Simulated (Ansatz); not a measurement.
# GaN: what the fields show

Input

```
crystal:
  lattice:
    - [0.0, 2.2535006075, 2.2535006075]
    - [2.2535006075, 0.0, 2.2535006075]
    - [2.2535006075, 2.2535006075, 0.0]
  atoms:
    - { symbol: Ga, position: [0.033281553, 0.033281553, -0.0803487767] }
    - { symbol: "N", position: [0.75, 0.75, 0.75] }
basis:
  ecutwfc: 500
kpoints:
  mp_grid: { grid: [10, 10, 10] }
hamiltonian:
  xc: r2scan
scf:
  occupations: { method: gaussian, width: 0.05 }
output:
  forces: true
  stress: true
  eigenvalues: true
  write_density: true
  write_potential: true
  elf: true
  volumetric_format: npy
```

Run with:

```sh
ansatz run input.yaml --threads 1 --pin off --max-ram 2560MiB --backend cpu --events-out ev --progress --plain --runs-dir out
```

Below, planes, directions and counts refer to the conventional cell (a = 5.52 Å, b = 3.19 Å, c = 3.19 Å, α = 90.00°, β = 125.26°, γ = 90.00°).

Space group Cm; a structure from a database of computed crystals, not necessarily the ambient phase; changed on purpose from its base cell (atom 1 (Ga) moved by (-0.150, +0.150) A along [1 1 0] and z); not relaxed (largest force 1.6 eV/Å); computed pressure about 2 GPa in this cell.

Computed with DFT r2SCAN, scalar-relativistic, plane waves, PAW (Ansatz).

In a PAW calculation such maps are meaningful between the atoms, not at the nuclei.

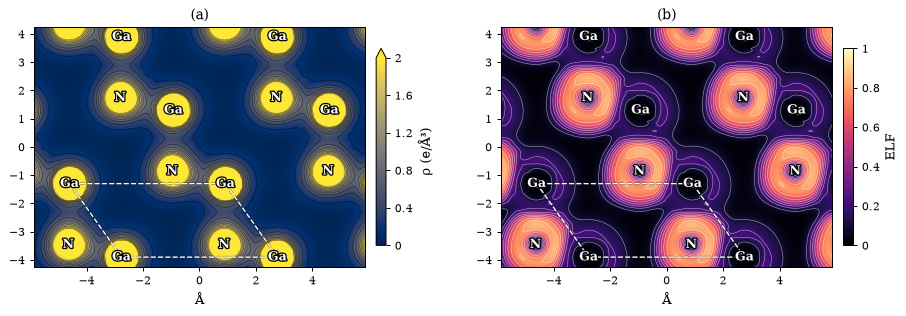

Figure 1. (a) valence charge density (pseudo); (b) ELF on the (010) plane of the conventional cell.

Read the bonding off the picture.

Answer. Atoms in the plane: Ga and N.
Ga–N (1.93 Å): ρ is about 0.78 e/Å³ halfway; the ELF peaks at about 0.85 in the valence shell of N, 0.7 Å from its nucleus, and is about 0.50 at the midpoint.
Ga–N (2.16 Å): ρ at the midpoint is about 0.49 e/Å³; the ELF peaks at about 0.85 in the valence shell of N, 0.7 Å from its nucleus, and is about 0.40 at the midpoint.
Between the atoms the lowest density in this plane is 0.04 e/Å³.

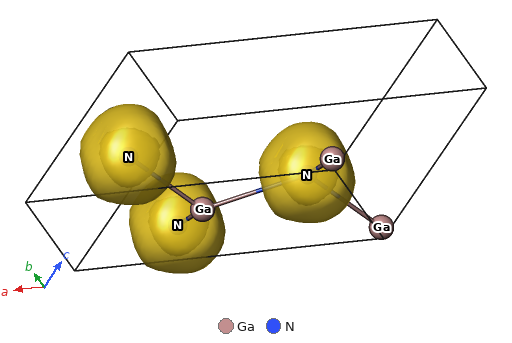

Figure 2. Isosurface of the electron localisation function at 0.75 (yellow), seen at an oblique angle. Only the valence region is drawn (cores and ρ < 0.01 e/Å³ removed). Sticks mark near contacts.

Describe the localisation domains.

Answer. The ELF exceeds this value in two regions wrapped around N (the valence shell of each), counted in one cell of 4 atoms. Regions shared between cells count once.


Ga–N (1.88 Å): the ELF peaks at about 0.85 in the valence shell of N, 0.7 Å from its nucleus, and is about 0.50 at the midpoint.

Does the calculation give a band gap?

Answer. It is gapped, with a Kohn–Sham gap of 1.8 eV on the k-point mesh (the band edges may lie off the mesh, which would make the gap smaller).
